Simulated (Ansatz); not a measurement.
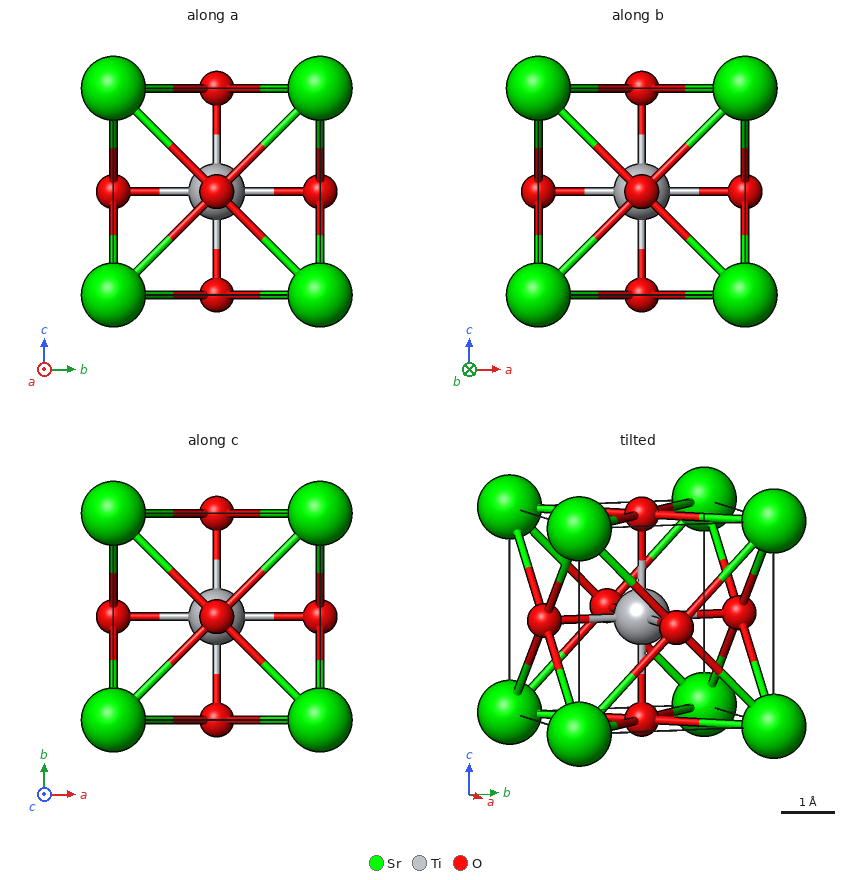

View along the a axis, along the b axis, along the c axis and slightly off an axis, drawn as a ball-and-stick model. Atoms at the boundary of the conventional unit cell (the box) are drawn once for each face, edge or corner they touch.

Lattice parameters: a = 3.907 Å, b = 3.907 Å, c = 3.907 Å, α = 90.00°, β = 90.00°, γ = 90.00°.

> From the views, write a table of Wyckoff sites.

Space group Pm-3m (No. 221).
```csv
atom,site,x,y,z
Sr,1a,0.0000,0.0000,0.0000
Ti,1b,0.5000,0.5000,0.5000
O,3c,0.5000,0.5000,0.0000
```

The structure was taken from a structure type filled with these elements by a generator (whether the compound takes this form wasn't checked). Earlier steps of the study may have refined or changed the cell and positions. Ansatz was used for an electronic-structure calculation on it.
